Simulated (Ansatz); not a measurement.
## Electronic structure of Al₁₃Ni₃ in real space

The calculation's input:

```
crystal:
  lattice:
    - [5.631908, 0.201897, -0.221011]
    - [0.201897, 5.631853, -0.221089]
    - [-0.221011, -0.221089, 7.611215]
  atoms:
    - { symbol: Al, position: [0.0201285868, 0.0208065348, 0.9994370104] }
    - { symbol: Al, position: [0.5085784722, 0.036140438, 0.9818551554] }
    - { symbol: Al, position: [0.0351339068, 0.5089854028, 0.9820033806] }
    - { symbol: Al, position: [0.2219810711, 0.2233269582, 0.3051887875] }
    - { symbol: Al, position: [0.5282677049, 0.5289793595, 0.9722614901] }
    - { symbol: Al, position: [0.5429258843, 0.9311921245, 0.5132925967] }
    - { symbol: Al, position: [0.7096886852, 0.2588901881, 0.2762692047] }
    - { symbol: Al, position: [0.9304207636, 0.5441242352, 0.5132143258] }
    - { symbol: Al, position: [0.2583740731, 0.7110125277, 0.2757223329] }
    - { symbol: Al, position: [0.2512387828, 0.2522340478, 0.7055911983] }
    - { symbol: Al, position: [0.7654971736, 0.7663316368, 0.2283945434] }
    - { symbol: Al, position: [0.7642360673, 0.245951976, 0.7296817272] }
    - { symbol: Al, position: [0.2450175946, 0.7650738961, 0.7299521117] }
    - { symbol: Ni, position: [0.9801692926, 0.9808770257, 0.4956362795] }
    - { symbol: Ni, position: [0.478652837, 0.4798676767, 0.5176189314] }
    - { symbol: Ni, position: [0.7745461543, 0.7753170746, 0.7760824278] }
basis:
  ecutwfc: 420
kpoints:
  mp_grid: { grid: [6, 6, 5] }
hamiltonian:
  xc: pbe
scf:
  occupations: { method: gaussian, width: 0.1 }
  n_extra_bands: 8
output:
  forces: true
  stress: true
  eigenvalues: true
  populations: true
  dos:
    method: { smearing: { sigma: 0.1, scheme: gaussian } }
    projected: true
    de: 0.02
  write_density: true
  write_potential: true
  elf: true
  volumetric_format: npy
```

Run with:

```sh
ansatz run input.yaml --threads 4 --pin off --max-ram 9216MiB --backend cpu --events-out ev --progress --plain --runs-dir out
```

Below, planes, directions and counts refer to the conventional cell (a = 8.26 Å, b = 7.68 Å, c = 7.62 Å, α = 90.00°, β = 95.42°, γ = 90.00°).

Space group Cm; a generated structure, not necessarily the stable one; computed without spin polarisation.

These are results of DFT PBE, scalar-relativistic, plane waves, PAW (Ansatz), not measurements.

Core electrons are frozen (PAW), and the valence fields are smoothed inside the atomic spheres.

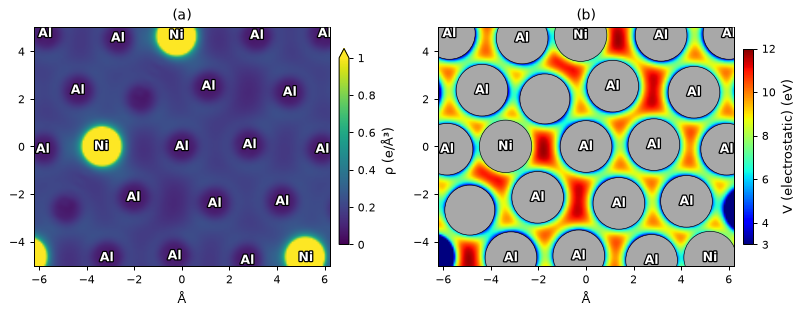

Figure 1. (a) valence electron density; (b) electrostatic potential (local pseudopotential plus Hartree) felt by an electron on the (111) plane of the conventional cell. Grey discs cover the atomic cores in the potential map.

Interpret the plot.

Answer.
- The section cuts through Al and Ni sites.
- Atoms just off the plane (Al, 0.3 Å away) can leave unmarked features too.
- Al–Ni (2.47 Å): ρ is about 0.33 e/Å³ halfway.
- Between the atoms the lowest density in this plane is 0.11 e/Å³.
- Outside the cores the potential energy rises away from the atoms and is highest about 1.6 Å from the nearest atoms; its zero is arbitrary.

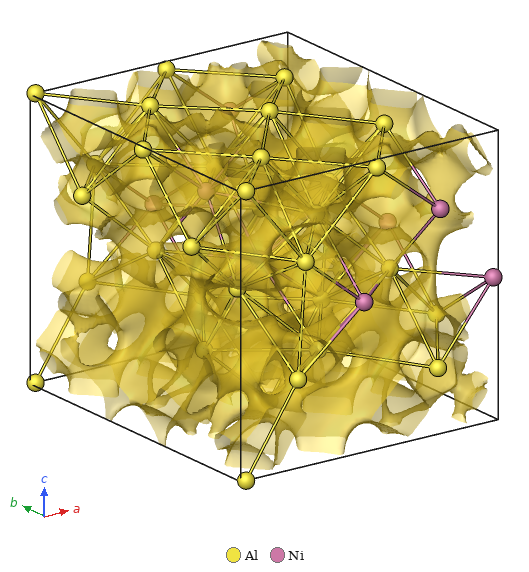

Figure 2. Isosurface of the electron localisation function at 0.55 (yellow), seen at an oblique angle. Only the valence region is drawn (cores and ρ < 0.01 e/Å³ removed). Sticks mark near contacts.

Identify the bonds, lone pairs and shells in this picture.

Answer. The surface consists of one network that runs through the whole crystal, counted in one cell of 32 atoms. Any copies at cell faces, edges or corners count once. Profiles from the grid: Al–Ni (2.47 Å): the ELF peaks at about 0.65 between the atoms. Al–Al (2.63 Å): the ELF peaks at about 0.80 between the atoms.

Does the calculation make it a metal, or give it a gap?

Answer. It is gapless in this calculation (a metal or semimetal).
